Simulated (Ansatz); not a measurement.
The structure in question:

```
CELL_PARAMETERS angstrom
5.98567 0.00000 0.00000
0.00000 5.98567 0.00000
0.00000 0.00000 5.98567
ATOMIC_POSITIONS crystal
Pb 0.00000 0.00000 0.00000
F 0.25000 0.75000 0.75000
F 0.25000 0.25000 0.75000
Pb 0.00000 0.50000 0.50000
F 0.25000 0.25000 0.25000
F 0.25000 0.75000 0.25000
Pb 0.50000 0.00000 0.50000
F 0.75000 0.75000 0.25000
F 0.75000 0.25000 0.25000
Pb 0.50000 0.50000 0.00000
F 0.75000 0.25000 0.75000
F 0.75000 0.75000 0.75000
```

Work out the structure from the coordinates.

Chemical formula PbF2. The symmetry is that of Fm-3m (No. 225), on a face-centred cubic lattice. Its structure type: fluorite (CaF₂ type). The cell has 12 atoms, namely 4 Pb, 8 F. By contacts within bonding range, the coordination numbers are Pb 8 and F 4.

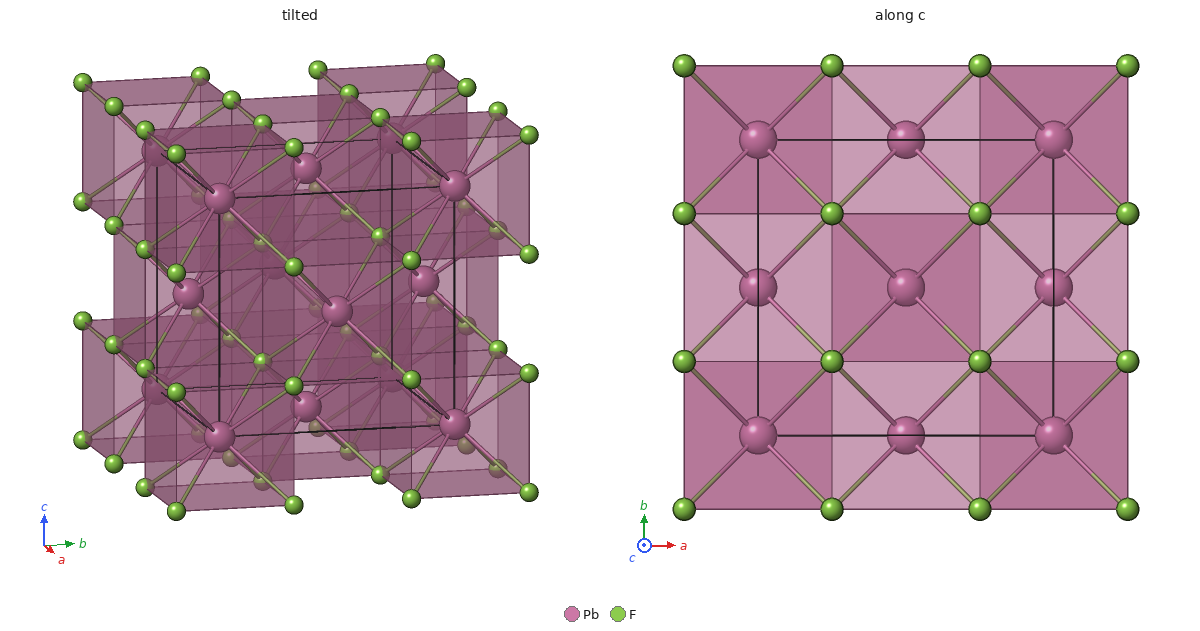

Shown here is a polyhedral view of the crystal, taken slightly off an axis and along the c axis. The wireframe shows the conventional unit cell. Some atoms of the next cells are drawn as well. Colours: lead pink, fluorine green.

Starting structure: a structure type known for this compound. Earlier steps of the study, as a rule a relaxation of our own, may have changed the cell and positions, so they can lie some per cent off the listed ones. It went into a calculation with Ansatz.
